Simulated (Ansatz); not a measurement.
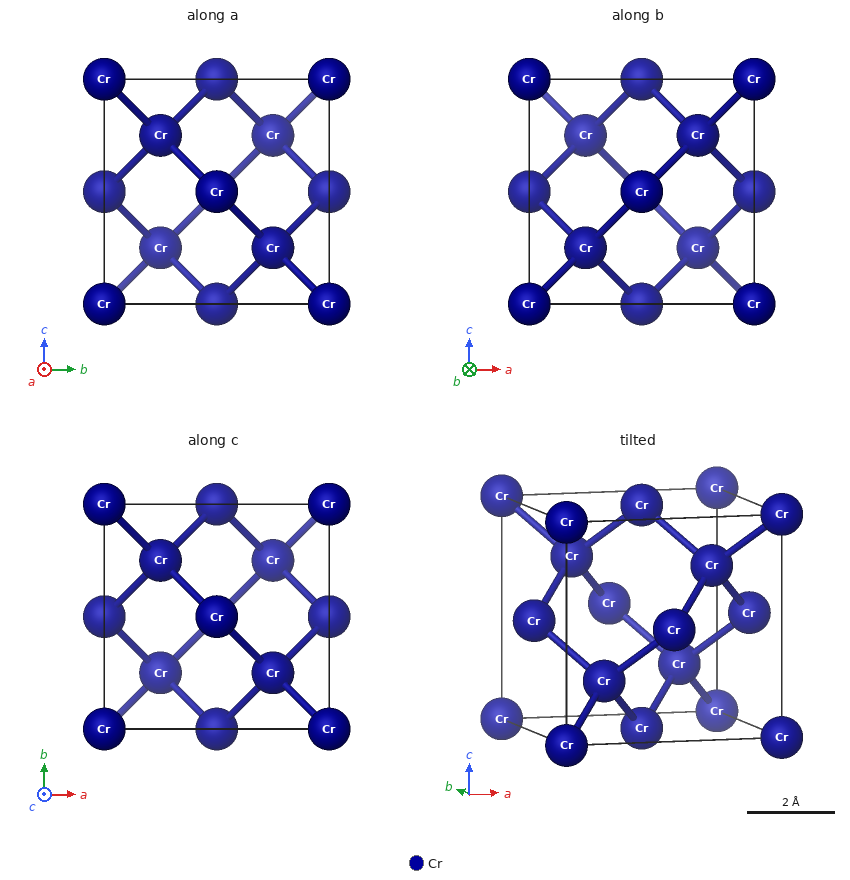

Drawn in the ball-and-stick manner and seen along the a axis, along the b axis, along the c axis and slightly off an axis. The conventional unit cell is outlined; an atom on or near a face, edge or corner is repeated at each equivalent position.

Lattice parameters: a = 5.1961 Å, b = 5.1961 Å, c = 5.1961 Å, α = 90.000°, β = 90.000°, γ = 90.000°.

Give the structure in the form of a CIF in P1 with every atom of the cell.

```cif
data_structure
_symmetry_space_group_name_H-M 'P 1'
_symmetry_Int_Tables_number 1
_cell_length_a 5.1961
_cell_length_b 5.1961
_cell_length_c 5.1961
_cell_angle_alpha 90.000
_cell_angle_beta 90.000
_cell_angle_gamma 90.000
_cell_volume 140.30
loop_
_atom_site_label
_atom_site_type_symbol
_atom_site_fract_x
_atom_site_fract_y
_atom_site_fract_z
_atom_site_occupancy
Cr1 Cr 0.7500 0.7500 0.2500 1
Cr2 Cr 0.0000 0.5000 0.5000 1
Cr3 Cr 0.7500 0.2500 0.7500 1
Cr4 Cr 0.0000 0.0000 0.0000 1
Cr5 Cr 0.2500 0.7500 0.7500 1
Cr6 Cr 0.5000 0.5000 0.0000 1
Cr7 Cr 0.2500 0.2500 0.2500 1
Cr8 Cr 0.5000 0.0000 0.5000 1
```

The model was built from a structure type filled with this element by a generator (whether the element takes this form wasn't checked). Earlier steps of the study may have refined or changed the cell and positions. It went into a calculation with Ansatz.
